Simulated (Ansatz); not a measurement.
# What a change does: geometry relaxation on N

System: N (Pa-3, 8 atoms in the cell).
Method of the first run: Kohn-Sham DFT of a periodic cell, LDA, Ansatz PAW, no spin polarisation (Ansatz 0.2.0).

The structure derives from a Materials Project entry. Text and figures count atoms from 1; the logs count them from 0 in places.

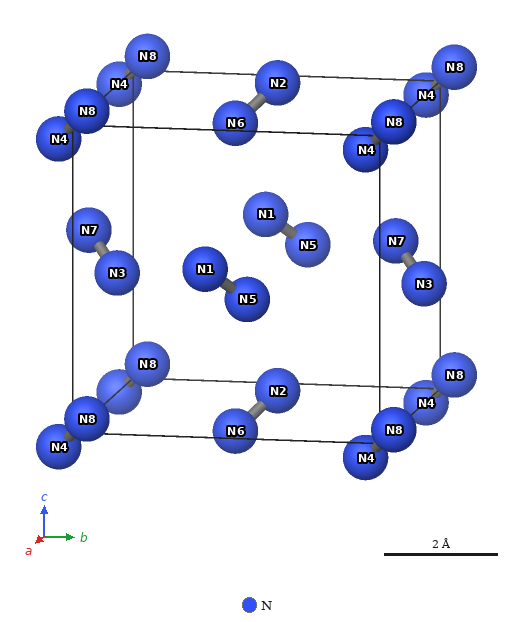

Fig. 1: The structure as given in the input (ball-and-stick view of the cell of the calculation, seen slightly off an axis; atoms are numbered from 1 in the order of the input). Near neighbours in the crystal (not all of them lie inside the picture): N has 1 N at 1.11 Å.

### The input, the first run
```yaml
crystal:
  lattice:
    - [5.56051766, 0.0, 0.0]
    - [0.0, 5.56051766, 0.0]
    - [0.0, 0.0, 5.56051766]
  atoms:
    - { symbol: "N", position: [0.05739733, 0.44260267, 0.55739733] }
    - { symbol: "N", position: [0.44260267, 0.55739733, 0.05739733] }
    - { symbol: "N", position: [0.55739733, 0.05739733, 0.44260267] }
    - { symbol: "N", position: [0.94260267, 0.94260267, 0.94260267] }
    - { symbol: "N", position: [0.94260267, 0.55739733, 0.44260267] }
    - { symbol: "N", position: [0.55739733, 0.44260267, 0.94260267] }
    - { symbol: "N", position: [0.44260267, 0.94260267, 0.55739733] }
    - { symbol: "N", position: [0.05739733, 0.05739733, 0.05739733] }
hamiltonian:
  xc: lda
  pseudopotentials: { kind: paw }
kpoints:
  mp_grid: { grid: [5, 5, 5] }
scf:
  occupations: { method: fermi_dirac, width: 0.05 }
output:
  forces: true
  stress: true
  eigenvalues: true
relax:
  f_tol: 0.01
  max_steps: 40
  cell: { stress_tol: 0.05 }
```

Command:
```bash
ansatz run input.yaml --threads 4 --pin off --max-ram 11264MiB --backend cpu --events-out ev --progress --plain --runs-dir out
```

Hardware: 4 threads of Arm Neoverse V1, 112 GiB of memory available, shared host.

### Output, shortened to warnings, some set-up lines, iterations and results (the first run)
```
Basis set: ecut = 420 eV, 3407 PW (Γ)
Symmetry: 24 space group operations
k-points: 11 of 125
Initial density: superposition of atomic densities (neutral atoms: chi_scale 0, normalization atom), corrected by the library's trained network
[...]
SCF iter   1: F=—  HF=-2989.023573 eV  |F-HF|=—  |Δ(HF+E_count)|=         —  Δρ=7.10e-3  dr2=9.70e-2  ethr=1.77e-3  ⟨swp⟩=5.5  Hψ=1358  notcnv=0
SCF iter   2: F=—  HF=-2988.993698 eV  |F-HF|=—  |Δ(HF+E_count)|=   2.99e-2  Δρ=2.97e-3  dr2=1.67e-2  ethr=2.42e-4  ⟨swp⟩=3.0  Hψ=637  notcnv=0  defer=23
SCF iter   3: F=—  HF=-2988.990791 eV  |F-HF|=—  |Δ(HF+E_count)|=   2.91e-3  Δρ=7.54e-4  dr2=8.83e-4  ethr=4.19e-5  ⟨swp⟩=2.1  Hψ=494  notcnv=0  defer=23
SCF iter   4: F=—  HF=-2988.991358 eV  |F-HF|=—  |Δ(HF+E_count)|=   5.67e-4  Δρ=1.03e-4  dr2=1.76e-5  ethr=2.21e-6  ⟨swp⟩=2.2  Hψ=463  notcnv=0  defer=23
SCF iter   5: F=—  HF=-2988.991394 eV  |F-HF|=—  |Δ(HF+E_count)|=   3.60e-5  Δρ=2.11e-5  dr2=8.40e-7  ethr=4.41e-8  ⟨swp⟩=2.6  Hψ=465  notcnv=0  defer=23
[... 72 lines ...]
SCF iter   2: F=—  HF=-2989.097081 eV  |F-HF|=—  |Δ(HF+E_count)|=   1.36e-6  Δρ=2.94e-5  dr2=1.46e-7  ethr=1.91e-9  ⟨swp⟩=2.7  Hψ=542  notcnv=0
SCF iter   3: F=—  HF=-2989.097081 eV  |F-HF|=—  |Δ(HF+E_count)|=   9.04e-8  Δρ=3.74e-6  dr2=3.45e-9  ethr=3.66e-10  ⟨swp⟩=2.0  Hψ=528  notcnv=0
SCF iter   4: F=-2989.097081 eV  HF=-2989.097081 eV  |F-HF|=8.55e-11  |Δ(HF+E_count)|=   2.14e-9  Δρ=1.91e-7  dr2=5.93e-11  ethr=1.00e-12  ⟨swp⟩=3.0  Hψ=1269  notcnv=0
SCF 12 converged in 4 iterations: F = -2989.097081 eV  dr2 = 5.93e-11
relax step  12: F+E_penalty+E_count = -2989.09708104 eV  Δ(F+E_penalty+E_count) = +5.267e-3 eV  max|allowed force component| = 2.629e-3 eV/Å  Δτ_max = 0.0000 Å  P = -0.005 …
basis re-selected at this cell: Δ(F+E_penalty+E_count) = +5.267e-3 eV, ΔP = -0.011 GPa vs the last step (what re-selecting the basis moved, of the pressure what is left beyond the Pulay correction that the steps carried, after the strain that the cell walked since its last selection, with what the …
SCF converged after 4 iterations
Free energy (F): -2989.097081 eV
Harris-Foulkes:  -2989.097081 eV  (|F-HF|=8.55e-11)
Internal energy: -2989.097081 eV  (E = F + TS)
E sigma→0 (E₀):  -2989.097081 eV
Fermi energy:    -1.010742 eV
--- Per-component energies (eV) ---
  E_band       = -385.341298
  E_kinetic    = 1000.463561
  E_local      = -2704.788456  (includes V_loc(G=0)·N_el)
  E_nonlocal   = 396.514681
  E_hartree    = 829.888033
  E_xc         = -450.429933
  E_vxc        = -574.607448  (∫ρ·V_xc dr)
  E_paw        = -945.981801  (= ΣΔE_a)
  E_vpaw       = -162.700210  (= ΣTr[D̂ρ^β])
  E_aug_tail   = 0.000685  (compensation charges beyond the density's cutoff)
  E_ewald      = -1115.404204
  E_core_change = 0.640352  (= ΣΔE_core)
  E_smearing   = -0.000000  (= −TS)
  E_closure    = 0.000000  (closes the sum)
  Σ components = -2989.097081   (vs F -2989.097081, Δ=0.00e0)
--- Forces (eV/Å), atoms counted from 1 ---
  atom   1  N      0.00262858    -0.00262858     0.00262858
  atom   2  N     -0.00262858     0.00262858     0.00262858
  atom   3  N      0.00262858     0.00262858    -0.00262858
  atom   4  N     -0.00262858    -0.00262858    -0.00262858
  atom   5  N     -0.00262858     0.00262858    -0.00262858
  atom   6  N      0.00262858    -0.00262858    -0.00262858
  atom   7  N     -0.00262858    -0.00262858     0.00262858
  atom   8  N      0.00262858     0.00262858     0.00262858
  max |Σ_I F_I| component: 1.73e-18 eV/Å
--- Stress (GPa, compression-positive) ---
       -0.005302       0.000000       0.000000
        0.000000      -0.005302       0.000000
        0.000000       0.000000      -0.005302
  P = ⅓ Tr σ = -0.0053 GPa (-0.053 kbar)
--- Relaxed structure (8 steps of the walk, 8 accepted, 4 SCFs on fresh bases) ---
  F+E_penalty+E_count = -2989.09708104 eV   max|allowed force component| = 2.629e-3 eV/Å   (the final SCF, on the basis selected at the relaxed cell)
  cell:  # Å, volume = 142.7022 Å³
    - [5.225689021899171, -5.970382827600431e-33, 4.172848212839011e-34]
[...]
```

For the second run the input was changed thus:
```diff
-  xc: lda
+  xc: pbe
```

What does this change do to the results?

The total energies belong to different methods, so their difference says nothing on which is more stable or more accurate. The gap on the mesh goes from 6.88 to 7.66 eV. The volume per atom goes from 17.84 to 28.14 Å³. The functional changes from LDA to PBE. The SCF takes 79 iterations over all geometry steps against 58. On the same kind of shared host the second run took about 1.6 times as long.

### Output, shortened to warnings, some set-up lines, iterations and results (the second run)
```
Basis set: ecut = 420 eV, 3407 PW (Γ), exchange–correlation on 80×80×80 points (8 copies of the dense FFT grid, shifted against one another)
Symmetry: 24 space group operations
k-points: 11 of 125
Initial density: superposition of atomic densities (neutral atoms: chi_scale 0, normalization atom), corrected by the library's trained network
[...]
SCF iter   1: F=—  HF=-3072.079921 eV  |F-HF|=—  |Δ(HF+E_count)|=         —  Δρ=3.25e-3  dr2=1.61e-2  ethr=1.77e-3  ⟨swp⟩=5.4  Hψ=1344  notcnv=0
SCF iter   2: F=—  HF=-3072.099902 eV  |F-HF|=—  |Δ(HF+E_count)|=   2.00e-2  Δρ=1.44e-3  dr2=2.88e-3  ethr=4.03e-5  ⟨swp⟩=2.1  Hψ=602  notcnv=0  defer=21
SCF iter   3: F=—  HF=-3072.101933 eV  |F-HF|=—  |Δ(HF+E_count)|=   2.03e-3  Δρ=4.28e-4  dr2=1.66e-4  ethr=7.21e-6  ⟨swp⟩=2.0  Hψ=493  notcnv=0  defer=21
SCF iter   4: F=—  HF=-3072.102028 eV  |F-HF|=—  |Δ(HF+E_count)|=   9.50e-5  Δρ=5.82e-5  dr2=5.48e-6  ethr=4.15e-7  ⟨swp⟩=2.4  Hψ=452  notcnv=0  defer=21
SCF iter   5: F=—  HF=-3072.102053 eV  |F-HF|=—  |Δ(HF+E_count)|=   2.53e-5  Δρ=1.43e-5  dr2=3.53e-7  ethr=1.37e-8  ⟨swp⟩=2.0  Hψ=463  notcnv=0  defer=21
[... 99 lines ...]
SCF iter   4: F=—  HF=-3072.209961 eV  |F-HF|=—  |Δ(HF+E_count)|=   5.66e-5  Δρ=1.83e-6  dr2=1.96e-9  ethr=9.39e-10  ⟨swp⟩=2.0  Hψ=528  notcnv=0
SCF iter   5: F=—  HF=-3072.209961 eV  |F-HF|=—  |Δ(HF+E_count)|=   5.30e-9  Δρ=2.98e-7  dr2=1.12e-10  ethr=1.00e-12  ⟨swp⟩=5.0  Hψ=1188  notcnv=0
SCF iter   6: F=-3072.209961 eV  HF=-3072.209961 eV  |F-HF|=0.00e0  |Δ(HF+E_count)|=  3.55e-11  Δρ=3.83e-8  dr2=2.77e-12  ethr=1.00e-12  ⟨swp⟩=4.0  Hψ=1012  notcnv=0
SCF 15 converged in 6 iterations: F = -3072.209961 eV  dr2 = 2.77e-12
relax step  15: F+E_penalty+E_count = -3072.20996111 eV  Δ(F+E_penalty+E_count) = -6.285e-2 eV  max|allowed force component| = 2.869e-3 eV/Å  Δτ_max = 0.0000 Å  P = +0.047 …
basis re-selected at this cell: Δ(F+E_penalty+E_count) = -6.285e-2 eV, ΔP = +0.051 GPa vs the last step (what re-selecting the basis moved, of the pressure what is left beyond the Pulay correction that the steps carried, after the strain that the cell walked since its last selection, with what the …
SCF converged after 6 iterations
Free energy (F): -3072.209961 eV
Harris-Foulkes:  -3072.209961 eV  (|F-HF|=0.00e0)
Internal energy: -3072.209961 eV  (E = F + TS)
E sigma→0 (E₀):  -3072.209961 eV
Fermi energy:    -2.706170 eV
--- Per-component energies (eV) ---
  E_band       = -459.208354
  E_kinetic    = 1002.100753
  E_local      = -3245.605619  (includes V_loc(G=0)·N_el)
  E_nonlocal   = 383.878554
  E_hartree    = 1068.400135
  E_xc         = -460.348336
  E_vxc        = -582.229759  (∫ρ·V_xc dr)
  E_paw        = -1018.660675  (= ΣΔE_a)
  E_vpaw       = -154.153202  (= ΣTr[D̂ρ^β])
  E_aug_tail   = 0.000686  (compensation charges beyond the density's cutoff)
  E_ewald      = -801.975459
  E_smearing   = -0.000000  (= −TS)
  E_closure    = -0.000000  (closes the sum)
  Σ components = -3072.209961   (vs F -3072.209961, Δ=0.00e0)
--- Forces (eV/Å), atoms counted from 1 ---
  atom   1  N      0.00286863    -0.00286863     0.00286863
  atom   2  N     -0.00286863     0.00286863     0.00286863
  atom   3  N      0.00286863     0.00286863    -0.00286863
  atom   4  N     -0.00286863    -0.00286863    -0.00286863
  atom   5  N     -0.00286863     0.00286863    -0.00286863
  atom   6  N      0.00286863    -0.00286863    -0.00286863
  atom   7  N     -0.00286863    -0.00286863     0.00286863
  atom   8  N      0.00286863     0.00286863     0.00286863
  max |Σ_I F_I| component: 1.30e-18 eV/Å
--- Stress (GPa, compression-positive) ---
        0.047336       0.000000       0.000000
        0.000000       0.047336       0.000000
        0.000000       0.000000       0.047336
  P = ⅓ Tr σ = 0.0473 GPa (0.473 kbar)
--- Relaxed structure (12 steps of the walk, 11 accepted, 3 SCFs on fresh bases) ---
[...]
```

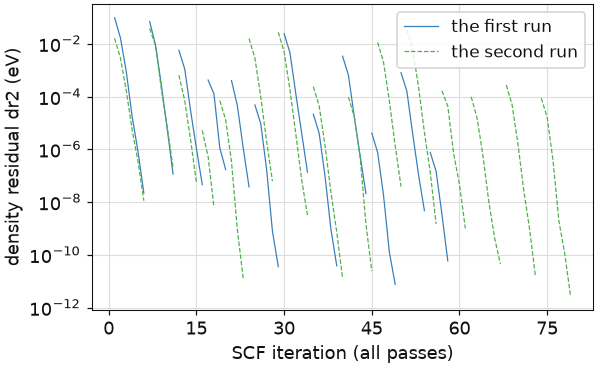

Fig. 2: Convergence of the two runs: density residual dr2 against the SCF iteration. A break in a curve parts two SCF passes. The first run takes 58 iterations in all, and the second run takes 79.

### The two runs side by side

| quantity | the first run | the second run |
| --- | --- | --- |
| outcome | converged | converged |
| free energy per atom (eV) | −373.6371 | −384.0262 |
| gap on the mesh (eV) | 6.88 | 7.66 |
| pressure (GPa) | −0.01 | 0.05 |
| volume per atom (Å³) | 17.84 | 28.14 |
| largest force (eV/Å) | 0.005 | 0.005 |
| SCF iterations | 58 | 79 |
| irreducible k-points | 11 | 11 |
| wall time (shared host) | 9.7 s | 16 s |
